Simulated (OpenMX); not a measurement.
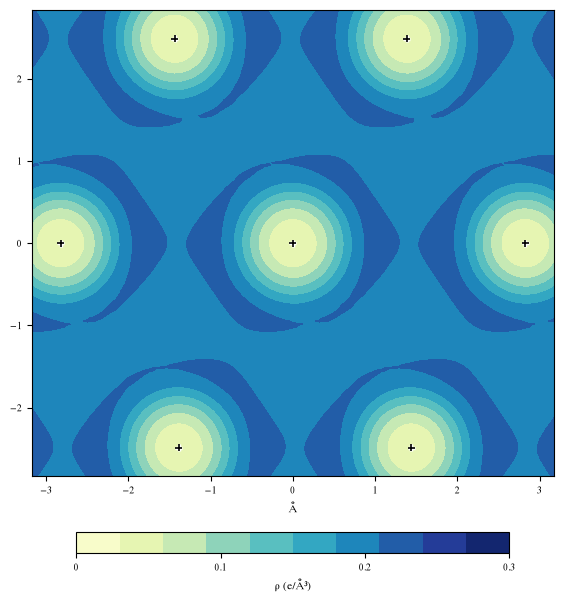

The valence charge density (pseudo) on a plane through atoms (crosses mark nuclei in the plane).

These are results of OpenMX 3.8.5, Kohn-Sham DFT of a periodic cell, PBE, OpenMX 2013 PBE set, not measurements.

Candidates:
A. Al, a = 2.81 Å, b = 2.83 Å, c = 2.85 Å, α = 60.85°, β = 62.00°, γ = 62.36°. Space group P-1; changed on purpose from its base cell (cell strained at random at fixed volume).
B. Ti, a = 2.81 Å, b = 2.85 Å, c = 2.88 Å, α = 60.57°, β = 61.60°, γ = 60.85°. Space group P-1; changed on purpose from its base cell (cell strained at random at fixed volume); computed pressure about 3 GPa in this cell.
C. Cd, a = 5.27 Å, b = 3.23 Å, c = 3.00 Å, α = 90.23°, β = 120.67°, γ = 89.81°. Space group P-1; a structure from a database of computed crystals, not necessarily the ambient phase; changed on purpose from its base cell (cell strained at random at fixed volume); computed pressure about 5 GPa in this cell.

**Which system is this?**

Candidate A: Al on the (100) plane of the conventional cell, which holds Al. Al–Al (2.83 Å): the density is about 0.21 e/Å³ at the midpoint. Al–Al (2.85 Å): ρ is about 0.2 e/Å³ halfway.
